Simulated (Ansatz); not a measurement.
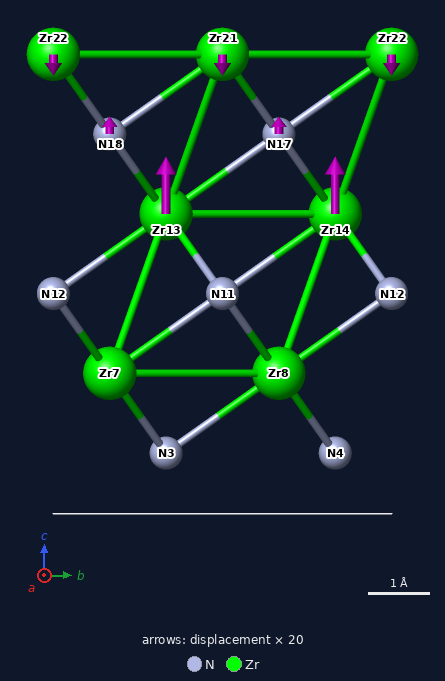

This is a constrained relaxation of a slab of composition ZrN (cut from the Fm-3m phase). The starting structure is drawn; purple arrows show the displacements, 20 times their true length.

The picture is a ball-and-stick view of the cell of the calculation, outlined in the plane, without the vacuum, seen along the a axis.

Case: clean slab, lower planes held. The slab is the (1 1 1) face of ZrN. 12 atoms are held fixed.

Method: Ansatz, DFT PBE+D3(BJ), scalar-relativistic, plane waves, PAW.

The input:
```yaml
crystal:
  lattice:
    - [6.4475937654, 0.0, 0.0]
    - [-3.2237968827, 5.5837799941, 0.0]
    - [0.0, 0.0, 22.5805478308]
  atoms:
    - { symbol: "N", position: [0.1666666667, 0.3333333333, 0.3542872414] }
    - { symbol: "N", position: [0.1666666667, 0.8333333333, 0.3542872414] }
    - { symbol: "N", position: [0.6666666667, 0.3333333333, 0.3542872414] }
    - { symbol: "N", position: [0.6666666667, 0.8333333333, 0.3542872414] }
    - { symbol: Zr, position: [0.3333333333, 0.1666666667, 0.4125723448] }
    - { symbol: Zr, position: [0.3333333333, 0.6666666667, 0.4125723448] }
    - { symbol: Zr, position: [0.8333333333, 0.1666666667, 0.4125723448] }
    - { symbol: Zr, position: [0.8333333333, 0.6666666667, 0.4125723448] }
    - { symbol: "N", position: [0.5, 0.5, 0.4708574483] }
    - { symbol: "N", position: [0.5, 0.0, 0.4708574483] }
    - { symbol: "N", position: [0.0, 0.5, 0.4708574483] }
    - { symbol: "N", position: [0.0, 0.0, 0.4708574483] }
    - { symbol: Zr, position: [0.6666666667, 0.3333333333, 0.5291425517] }
    - { symbol: Zr, position: [0.6666666667, 0.8333333333, 0.5291425517] }
    - { symbol: Zr, position: [0.1666666667, 0.3333333333, 0.5291425517] }
    - { symbol: Zr, position: [0.1666666667, 0.8333333333, 0.5291425517] }
    - { symbol: "N", position: [0.8333333333, 0.6666666667, 0.5874276552] }
    - { symbol: "N", position: [0.8333333333, 0.1666666667, 0.5874276552] }
    - { symbol: "N", position: [0.3333333333, 0.6666666667, 0.5874276552] }
    - { symbol: "N", position: [0.3333333333, 0.1666666667, 0.5874276552] }
    - { symbol: Zr, position: [0.0, 0.5, 0.6457127586] }
    - { symbol: Zr, position: [0.0, 0.0, 0.6457127586] }
    - { symbol: Zr, position: [0.5, 0.5, 0.6457127586] }
    - { symbol: Zr, position: [0.5, 0.0, 0.6457127586] }
basis:
  ecutwfc: 420
kpoints:
  mp_grid: { grid: [4, 4, 1] }
hamiltonian:
  xc: pbe
  dispersion: d3bj
scf:
  occupations: { method: gaussian, width: 0.1 }
output:
  forces: true
  eigenvalues: true
  write_density: true
  write_potential: true
  elf: true
  volumetric_format: npy
relax:
  adjacent_minimum: "off"
  f_tol: 0.03
  max_steps: 70
  constraints: [{ sites: [0, 1, 2, 3, 4, 5, 6, 7, 8, 9, 10, 11] }]
efield:
  axis: 3
  dipole_correction: true
  ramp_width: 0.04
```

Launched with:
```bash
ansatz run input.yaml --threads 4 --pin off --max-ram 10240MiB --backend cpu --events-out ev --progress --plain --runs-dir out
```

Which element moves most?

Zirconium: up to 0.047 Å, against 0.014 Å for nitrogen.

What happened in the run?

Over 2 accepted moves (3 points after the start) the energy falls by 0.115 eV per cell of the calculation. Largest force component: 1 eV/Å at the start, 0.016 eV/Å at the end. 1 step only repeated the SCF at the same geometry. The largest moves, 0.047 Å, are those of Zr13, Zr14, Zr15 and Zr16. Zr14 goes along the normal (+c). Largest moves by element: Zr 0.047 Å, N 0.014 Å. The cell doesn't change. Among the contacts that change: Zr13–Zr21 3.224 → 3.171 Å, Zr5–Zr13 3.224 → 3.263 Å, N10–Zr13 2.280 → 2.307 Å, N17–Zr21 2.280 → 2.261 Å.
